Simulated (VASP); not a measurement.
# Geometry relaxation of BN (part 2 of 2)

Continued. System: BN (4 atoms in the cell). Method: Kohn-Sham DFT of a periodic cell, LDA, VASP PAW LDA potentials, recommended, no spin polarisation (VASP 6.6.1); cutoff 350 eV, 9×9×4 k-mesh, Gaussian smearing of 0.02 eV. The structure derives from an entry of the Crystallography Open Database.

Geometry of the input (Å; fractional positions):
```
2.4754  -0.0000  0.0000
-1.2377  2.1437  -0.0000
0.0000  -0.0000  5.9322
B  0.3333  0.6667  0.2500
B  0.6667  0.3333  0.7500
N  0.3333  0.6667  0.7500
N  0.6667  0.3333  0.2500
```

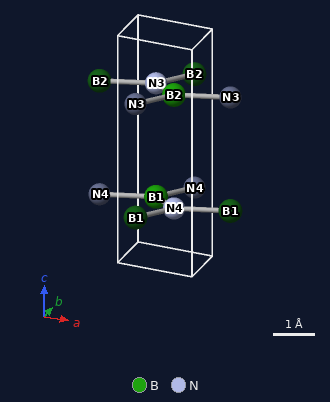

Figure 1. The geometry at step 3 of the log (ball-and-stick view of the cell of the calculation, seen slightly off an axis; neighbours outside the cell are drawn fainter; atoms are numbered from 1 in the order of the input).

### Parts of OUTCAR, continued
```
  energy without entropy =      -38.51011018  energy(sigma->0) =      -38.51011018

------------------------ aborting loop because EDIFF is reached ----------------------------------------

  FORCE on cell =-STRESS in cart. coord.  units (eV):
  Direction    XX          YY          ZZ          XY          YZ          ZX
  --------------------------------------------------------------------------------------
  -------------------------------------------------------------------------------------
  Total       -0.7255572     -0.7255572     -1.8727588      0.0000000      0.0000000      0.0000000
  in kB      -36.9284980    -36.9284979    -95.3173283      0.0000000      0.0000000      0.0000000
  external PRESSURE =     -56.3914414 kB  Pullay stress =       0.0000000 kB

 VOLUME and BASIS-vectors are now :
 -----------------------------------------------------------------------------
  energy-cutoff  :      350.00
  volume of cell :       31.48
      direct lattice vectors                 reciprocal lattice vectors
     2.475352134  0.000000000  0.000000000     0.403982927  0.233239652  0.000000000
    -1.237676067  2.143717827  0.000000000     0.000000000  0.466479304  0.000000000
     0.000000000  0.000000000  5.932202402     0.000000000  0.000000000  0.168571457

 POSITION                                       TOTAL-FORCE (eV/Angst)
 -----------------------------------------------------------------------------------
     -0.00000      1.42915      1.48305         0.000000     -0.000000      0.000000
      1.23768      0.71457      4.44915         0.000000      0.000000      0.000000
     -0.00000      1.42915      4.44915        -0.000000      0.000000      0.000000
      1.23768      0.71457      1.48305        -0.000000      0.000000      0.000000
 -----------------------------------------------------------------------------------
    total drift:                               -0.000002      0.000001      0.000000

  FREE ENERGIE OF THE ION-ELECTRON SYSTEM (eV)
  ---------------------------------------------------
  free  energy   TOTEN  =       -38.5101101751 eV

  energy  without entropy=      -38.5101101751  energy(sigma->0) =      -38.51011018

--------------------------------------- Ionic step        2  -------------------------------------------

 number of electron      16.0000003 magnetization

------------------------ aborting loop because EDIFF is reached ----------------------------------------

  FORCE on cell =-STRESS in cart. coord.  units (eV):
  Direction    XX          YY          ZZ          XY          YZ          ZX
  --------------------------------------------------------------------------------------
  -------------------------------------------------------------------------------------
  Total        1.8947805      1.8947805     -0.9191685     -0.0000000      0.0000000      0.0000000
  in kB      100.4164599    100.4164594    -48.7125787     -0.0000000      0.0000000      0.0000000
  external PRESSURE =      50.7067802 kB  Pullay stress =       0.0000000 kB

 VOLUME and BASIS-vectors are now :
 -----------------------------------------------------------------------------
  energy-cutoff  :      350.00
  volume of cell :       30.23
      direct lattice vectors                 reciprocal lattice vectors
     2.453691068  0.000000000  0.000000000     0.407549269  0.235298680 -0.000000000
    -1.226845534  2.124958794 -0.000000000    -0.000000000  0.470597361 -0.000000000
     0.000000000  0.000000000  5.798213445    -0.000000000  0.000000000  0.172466918

 POSITION                                       TOTAL-FORCE (eV/Angst)
 -----------------------------------------------------------------------------------
     -0.00000      1.41664      1.44955        -0.000000     -0.000000     -0.000000
      1.22685      0.70832      4.34866         0.000000     -0.000000      0.000000
     -0.00000      1.41664      4.34866         0.000000      0.000000     -0.000000
      1.22685      0.70832      1.44955        -0.000000     -0.000000      0.000000
 -----------------------------------------------------------------------------------
    total drift:                               -0.000002      0.000001      0.000000

  FREE ENERGIE OF THE ION-ELECTRON SYSTEM (eV)
  ---------------------------------------------------
  free  energy   TOTEN  =       -38.5316639381 eV

  energy  without entropy=      -38.5316639381  energy(sigma->0) =      -38.53166394

--------------------------------------- Ionic step        3  -------------------------------------------

 number of electron      16.0000003 magnetization

------------------------ aborting loop because EDIFF is reached ----------------------------------------

  FORCE on cell =-STRESS in cart. coord.  units (eV):
  Direction    XX          YY          ZZ          XY          YZ          ZX
  --------------------------------------------------------------------------------------
  -------------------------------------------------------------------------------------
  Total        1.4178863      1.4178862     -1.0861238     -0.0000000      0.0000000      0.0000000
  in kB       74.5923841     74.5923838    -57.1389736     -0.0000000      0.0000000      0.0000000
  external PRESSURE =      30.6819314 kB  Pullay stress =       0.0000000 kB

 VOLUME and BASIS-vectors are now :
 -----------------------------------------------------------------------------
  energy-cutoff  :      350.00
  volume of cell :       30.45
      direct lattice vectors                 reciprocal lattice vectors
     2.457603616  0.000000000  0.000000000     0.406900443  0.234924081 -0.000000000
    -1.228801808  2.128347160 -0.000000000    -0.000000000  0.469848162 -0.000000000
     0.000000000  0.000000000  5.822415312    -0.000000000  0.000000000  0.171750029

 POSITION                                       TOTAL-FORCE (eV/Angst)
 -----------------------------------------------------------------------------------
     -0.00000      1.41890      1.45560         0.000000     -0.000000      0.000000
      1.22880      0.70945      4.36681         0.000000      0.000000      0.000000
     -0.00000      1.41890      4.36681         0.000000      0.000000      0.000000
      1.22880      0.70945      1.45560        -0.000000     -0.000000      0.000000
 -----------------------------------------------------------------------------------
    total drift:                               -0.000002      0.000001      0.000000

  FREE ENERGIE OF THE ION-ELECTRON SYSTEM (eV)
  ---------------------------------------------------
  free  energy   TOTEN  =       -38.5327733508 eV

  energy  without entropy=      -38.5327733508  energy(sigma->0) =      -38.53277335

--------------------------------------- Ionic step        4  -------------------------------------------

 number of electron      16.0000000 magnetization

------------------------ aborting loop because EDIFF is reached ----------------------------------------

  FORCE on cell =-STRESS in cart. coord.  units (eV):
  Direction    XX          YY          ZZ          XY          YZ          ZX
  --------------------------------------------------------------------------------------
  -------------------------------------------------------------------------------------
  Total        0.7414841      0.7414841     -0.5734819     -0.0000000      0.0000000      0.0000000
  in kB       39.3973514     39.3973512    -30.4708723     -0.0000000      0.0000000      0.0000000
  external PRESSURE =      16.1079435 kB  Pullay stress =       0.0000000 kB

 VOLUME and BASIS-vectors are now :
 -----------------------------------------------------------------------------
  energy-cutoff  :      350.00
  volume of cell :       30.15
      direct lattice vectors                 reciprocal lattice vectors
     2.464470476  0.000000000  0.000000000     0.405766679  0.234269502 -0.000000000
    -1.232235238  2.134294034 -0.000000000    -0.000000000  0.468539003 -0.000000000
    -0.000000000  0.000000000  5.732809610    -0.000000000  0.000000000  0.174434539

 POSITION                                       TOTAL-FORCE (eV/Angst)
 -----------------------------------------------------------------------------------
     -0.00000      1.42286      1.43320        -0.000000      0.000000     -0.000000
      1.23224      0.71143      4.29961        -0.000000     -0.000000      0.000000
     -0.00000      1.42286      4.29961         0.000000      0.000000     -0.000000
      1.23224      0.71143      1.43320        -0.000000     -0.000000      0.000000
 -----------------------------------------------------------------------------------
    total drift:                               -0.000002      0.000001      0.000000

  FREE ENERGIE OF THE ION-ELECTRON SYSTEM (eV)
  ---------------------------------------------------
  free  energy   TOTEN  =       -38.5516535249 eV

  energy  without entropy=      -38.5516535249  energy(sigma->0) =      -38.55165352

--------------------------------------- Ionic step        5  -------------------------------------------

 number of electron      15.9999995 magnetization

------------------------ aborting loop because EDIFF is reached ----------------------------------------

  FORCE on cell =-STRESS in cart. coord.  units (eV):
  Direction    XX          YY          ZZ          XY          YZ          ZX
  --------------------------------------------------------------------------------------
  -------------------------------------------------------------------------------------
  Total        0.0632258      0.0632258     -0.0475019     -0.0000000      0.0000000      0.0000000
  in kB        3.3948262      3.3948262     -2.5505528     -0.0000000      0.0000000      0.0000000
  external PRESSURE =       1.4130332 kB  Pullay stress =       0.0000000 kB

 VOLUME and BASIS-vectors are now :
 -----------------------------------------------------------------------------
  energy-cutoff  :      350.00
  volume of cell :       29.84
      direct lattice vectors                 reciprocal lattice vectors
     2.471540622  0.000000000  0.000000000     0.404605933  0.233599345 -0.000000000
    -1.235770311  2.140416960 -0.000000000    -0.000000000  0.467198690 -0.000000000
    -0.000000000  0.000000000  5.640551225    -0.000000000  0.000000000  0.177287637

 POSITION                                       TOTAL-FORCE (eV/Angst)
 -----------------------------------------------------------------------------------
     -0.00000      1.42694      1.41014        -0.000000      0.000000     -0.000000
      1.23577      0.71347      4.23041        -0.000000      0.000000      0.000000
     -0.00000      1.42694      4.23041        -0.000000      0.000000     -0.000000
      1.23577      0.71347      1.41014         0.000000     -0.000000      0.000000
 -----------------------------------------------------------------------------------
    total drift:                               -0.000002      0.000001      0.000000

  FREE ENERGIE OF THE ION-ELECTRON SYSTEM (eV)
  ---------------------------------------------------
  free  energy   TOTEN  =       -38.5589734752 eV

  energy  without entropy=      -38.5589734752  energy(sigma->0) =      -38.55897348

--------------------------------------- Ionic step        6  -------------------------------------------

 number of electron      15.9999994 magnetization

 Free energy of the ion-electron system (eV)
  ---------------------------------------------------
  ext. energy  EPLUGINS =         0.00000000
  ---------------------------------------------------
  free energy    TOTEN  =       -38.55902571 eV

  energy without entropy =      -38.55902571  energy(sigma->0) =      -38.55902571

 E-fermi :   4.1294     XC(G=0): -11.6249     alpha+bet :-13.5132

 val. band max:        3.9769835229   @ k =   0.3333   0.2222   0.0000
 cond. band min:       7.9992986861   @ k =   0.4444   0.1111   0.2500
 fundamental gap:      4.0223151632
 Fermi energy:         4.1293925097

 k-point     1 :       0.0000    0.0000    0.0000
  band No.  band energies     occupation
      1     -14.3326      2.00000
      2     -13.3769      2.00000
      3      -3.6255      2.00000
      4       0.8372      2.00000
      5       2.4915      2.00000
      6       2.4915      2.00000
      7       2.6583      2.00000
      8       2.6583      2.00000
      9      10.4026      0.00000
     10      15.4415      0.00000
     11      15.4416      0.00000
     12      16.0612      0.00000

 k-point     2 :       0.1111    0.0000    0.0000
  band No.  band energies     occupation
      1     -14.0781      2.00000
      2     -13.1445      2.00000
      3      -3.2767      2.00000
      4       1.1281      2.00000
      5       1.5239      2.00000
      6       1.7149      2.00000
      7       2.0205      2.00000
      8       2.2118      2.00000
      9      10.8242      0.00000
     10      15.1876      0.00000
     11      15.6289      0.00000
     12      15.8239      0.00000

 k-point     3 :       0.2222    0.0000    0.0000
  band No.  band energies     occupation
      1     -13.3361      2.00000
      2     -12.4747      2.00000
      3      -2.2552      2.00000
      4      -0.7339      2.00000
      5      -0.4601      2.00000
      6       1.0300      2.00000
      7       1.2488      2.00000
      8       1.9439      2.00000
      9      11.8089      0.00000
     10      13.4030      0.00000
     11      14.4064      0.00000
     12      14.6365      0.00000

 k-point     4 :       0.3333    0.0000    0.0000
  band No.  band energies     occupation
      1     -12.2019      2.00000
      2     -11.4885      2.00000
      3      -3.2202      2.00000
      4      -2.8779      2.00000
      5      -0.6517      2.00000
      6       0.1144      2.00000
      7       0.3594      2.00000
      8       3.0701      2.00000
      9      10.3267      0.00000
     10      12.5244      0.00000
     11      12.9988      0.00000
     12      14.1664      0.00000

 k-point     5 :       0.4444    0.0000    0.0000
  band No.  band energies     occupation
      1     -11.0203      2.00000
      2     -10.6306      2.00000
      3      -4.9847      2.00000
      4      -4.7281      2.00000
      5      -0.3965      2.00000
      6      -0.1380      2.00000
      7       1.1489      2.00000
      8       3.7484      2.00000
      9       8.1683      0.00000
     10      10.8155      0.00000
     11      13.8699      0.00000
     12      13.9239      0.00000

 [... the levels of 18 k-points are left out ...]

 k-point    24 :       0.3333    0.3333    0.2500
  band No.  band energies     occupation
      1     -10.0015      2.00000
      2     -10.0015      2.00000
      3      -4.5371      2.00000
      4      -4.1579      2.00000
      5      -3.2823      2.00000
      6      -3.2823      2.00000
      7       3.5792      2.00000
      8       3.5792      2.00000
      9       8.8029      0.00000
     10       8.8029      0.00000
     11      14.2795      0.00000
     12      17.2731      0.00000

 [... further k-points ...]

------------------------ aborting loop because EDIFF is reached ----------------------------------------

  FORCE on cell =-STRESS in cart. coord.  units (eV):
  Direction    XX          YY          ZZ          XY          YZ          ZX
  --------------------------------------------------------------------------------------
  -------------------------------------------------------------------------------------
  Total        0.0035718      0.0035718     -0.0004774     -0.0000000     -0.0000000      0.0000000
  in kB        0.1919716      0.1919716     -0.0256575     -0.0000000     -0.0000000      0.0000000
  external PRESSURE =       0.1194286 kB  Pullay stress =       0.0000000 kB

 VOLUME and BASIS-vectors are now :
 -----------------------------------------------------------------------------
  energy-cutoff  :      350.00
  volume of cell :       29.81
      direct lattice vectors                 reciprocal lattice vectors
     2.472185690  0.000000000  0.000000000     0.404500359  0.233538392 -0.000000000
    -1.236092845  2.140975606 -0.000000000    -0.000000000  0.467076784 -0.000000000
    -0.000000000  0.000000000  5.632133727    -0.000000000  0.000000000  0.177552602

 POSITION                                       TOTAL-FORCE (eV/Angst)
 -----------------------------------------------------------------------------------
     -0.00000      1.42732      1.40803        -0.000000     -0.000000     -0.000000
      1.23609      0.71366      4.22410        -0.000000     -0.000000      0.000000
     -0.00000      1.42732      4.22410         0.000000     -0.000000     -0.000000
      1.23609      0.71366      1.40803        -0.000000      0.000000      0.000000
 -----------------------------------------------------------------------------------
    total drift:                               -0.000002      0.000001      0.000000

  FREE ENERGIE OF THE ION-ELECTRON SYSTEM (eV)
  ---------------------------------------------------
  free  energy   TOTEN  =       -38.5590257091 eV

  energy  without entropy=      -38.5590257091  energy(sigma->0) =      -38.55902571

 reached required accuracy - stopping structural energy minimisation
```

### CONTCAR
```
BN
   1.00000000000000
     2.4721856896712655    0.0000000000000882    0.0000000000000000
    -1.2360928448854922    2.1409756055780087   -0.0000000000000000
    -0.0000000000000000    0.0000000000000000    5.6321337269014258
  B               N
     2     2
Direct
     0.3333333300000021    0.6666666699999979    0.2500000000000000
     0.6666666699999979    0.3333333300000021    0.7500000000000000
     0.3333333300000021    0.6666666699999979    0.7500000000000000
     0.6666666699999979    0.3333333300000021    0.2500000000000000

  0.00000000E+00  0.00000000E+00  0.00000000E+00
  0.00000000E+00  0.00000000E+00  0.00000000E+00
  0.00000000E+00  0.00000000E+00  0.00000000E+00
  0.00000000E+00  0.00000000E+00  0.00000000E+00
```

### Trajectory as extended XYZ (Å, eV, eV/Å), 6 frames, from step=0 to step=5
```
4
Lattice="2.4754 0.0000 0.0000 -1.2377 2.1437 0.0000 0.0000 0.0000 5.9322" Properties=species:S:1:pos:R:3:forces:R:3 step=0 energy=-38.51011
B     0.0000    1.4291    1.4831    0.0000   0.0000   0.0000
B     1.2377    0.7146    4.4492    0.0000   0.0000   0.0000
N     0.0000    1.4291    4.4492    0.0000   0.0000   0.0000
N     1.2377    0.7146    1.4831    0.0000   0.0000   0.0000
4
Lattice="2.4537 0.0000 0.0000 -1.2268 2.1250 -0.0000 0.0000 0.0000 5.7982" Properties=species:S:1:pos:R:3:forces:R:3 step=1 energy=-38.53166
B     0.0000    1.4166    1.4496    0.0000   0.0000   0.0000
B     1.2268    0.7083    4.3487    0.0000   0.0000   0.0000
N     0.0000    1.4166    4.3487    0.0000   0.0000   0.0000
N     1.2268    0.7083    1.4496    0.0000   0.0000   0.0000
4
Lattice="2.4576 0.0000 0.0000 -1.2288 2.1283 -0.0000 0.0000 0.0000 5.8224" Properties=species:S:1:pos:R:3:forces:R:3 step=2 energy=-38.53277
B     0.0000    1.4189    1.4556    0.0000   0.0000   0.0000
B     1.2288    0.7094    4.3668    0.0000   0.0000   0.0000
N     0.0000    1.4189    4.3668    0.0000   0.0000   0.0000
N     1.2288    0.7094    1.4556    0.0000   0.0000   0.0000
4
Lattice="2.4645 0.0000 0.0000 -1.2322 2.1343 -0.0000 -0.0000 0.0000 5.7328" Properties=species:S:1:pos:R:3:forces:R:3 step=3 energy=-38.55165
B     0.0000    1.4229    1.4332    0.0000   0.0000   0.0000
B     1.2322    0.7114    4.2996    0.0000   0.0000   0.0000
N     0.0000    1.4229    4.2996    0.0000   0.0000   0.0000
N     1.2322    0.7114    1.4332    0.0000   0.0000   0.0000
4
Lattice="2.4715 0.0000 0.0000 -1.2358 2.1404 -0.0000 -0.0000 0.0000 5.6406" Properties=species:S:1:pos:R:3:forces:R:3 step=4 energy=-38.55897
B     0.0000    1.4269    1.4101    0.0000   0.0000   0.0000
B     1.2358    0.7135    4.2304    0.0000   0.0000   0.0000
N     0.0000    1.4269    4.2304    0.0000   0.0000   0.0000
N     1.2358    0.7135    1.4101    0.0000   0.0000   0.0000
4
Lattice="2.4722 0.0000 0.0000 -1.2361 2.1410 -0.0000 -0.0000 0.0000 5.6321" Properties=species:S:1:pos:R:3:forces:R:3 step=5 energy=-38.55903
B     0.0000    1.4273    1.4080    0.0000   0.0000   0.0000
B     1.2361    0.7137    4.2241    0.0000   0.0000   0.0000
N     0.0000    1.4273    4.2241    0.0000   0.0000   0.0000
N     1.2361    0.7137    1.4080    0.0000   0.0000   0.0000
```
